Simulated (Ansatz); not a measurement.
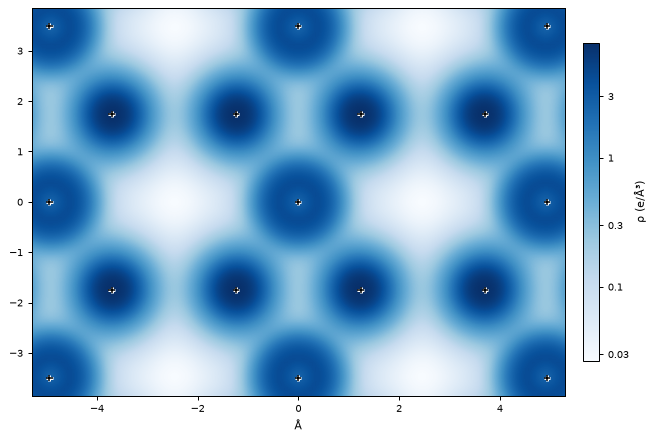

The valence charge density (pseudo) on a plane through atoms (crosses mark nuclei in the plane).

These are results of DFT, LDA, PAW with Ansatz's default frozen-core files, scalar-relativistic; relaxation of cell and atoms (Ansatz 0.2.0), not measurements.

Candidates:
A. ZnS, a = 3.57 Å, b = 3.57 Å, c = 5.91 Å, α = 90.00°, β = 90.00°, γ = 120.00°. Space group P6₃mc; computed pressure about 15 GPa in this cell.
B. GaN, a = 4.44 Å, b = 4.44 Å, c = 4.44 Å, α = 90.00°, β = 90.00°, γ = 90.00°. Space group F-43m; a structure from a database of computed crystals, not necessarily the ambient phase.
C. ZrO$_{2}$, a = 4.94 Å, b = 4.94 Å, c = 4.94 Å, α = 90.00°, β = 90.00°, γ = 90.00°. Space group Fm-3m; computed pressure about 15 GPa in this cell.

Which candidate gave the map?

Candidate C: ZrO$_{2}$ on the (101) plane of the conventional cell, which holds Zr and O. Zr–O (2.14 Å): the density is about 0.61 e/Å³ at the midpoint.
